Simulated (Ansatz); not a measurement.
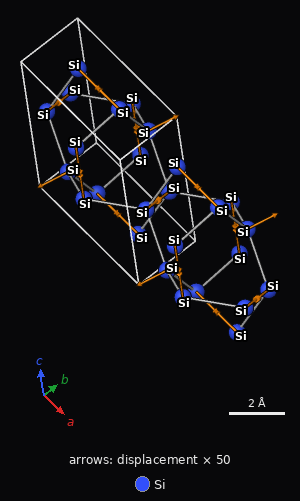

This is a relaxation of solid Si (set up in Ia-3). The starting structure is drawn; orange arrows show the displacements (the part carried along by the change of the cell is left out), magnified 50 times.

The picture is a ball-and-stick view of the cell of the calculation, repeated 2 × 1 × 1 with one cell outlined, seen slightly off an axis.

Level of theory: DFT r2SCAN, scalar-relativistic, plane waves, PAW in Ansatz 0.2.0. (plane-wave cutoff 500 eV; k-point mesh 8 × 8 × 8; occupations gaussian; smearing width 0.1 eV; no spin polarisation; cell and atoms relaxed; force threshold 0.005 eV/Å; at most 80 steps)

Q: What happened in the run?

A: Over 4 accepted moves (5 points after the start) the energy falls by 5.1 meV per atom. Largest force component: 0.21 eV/Å at the start, 0.0004 eV/Å at the end. Pressure: 0.16 GPa at the start and 0.02 GPa at the end. At 1 point the geometry stayed and the basis and grid were re-selected for the new cell (energy shift of less than 0.05 meV per atom at most each time). The largest moves relative to the cell, 0.026 Å, are those of Si atoms. The drawn cell changes as follows: a = b = c 5.735 → 5.757 Å (+0.4 %); the volume changes by +1.2 %. Some distances before and after: Si–Si 2.363 → 2.319 Å, Si–Si 2.377 → 2.394 Å. The space group stays Ia-3 (No. 206). Cost: 23 s on 2 threads of Intel(R) Xeon(R) 6975P-C (Granite Rapids), with other jobs on the host, peak memory 0.93 GiB.
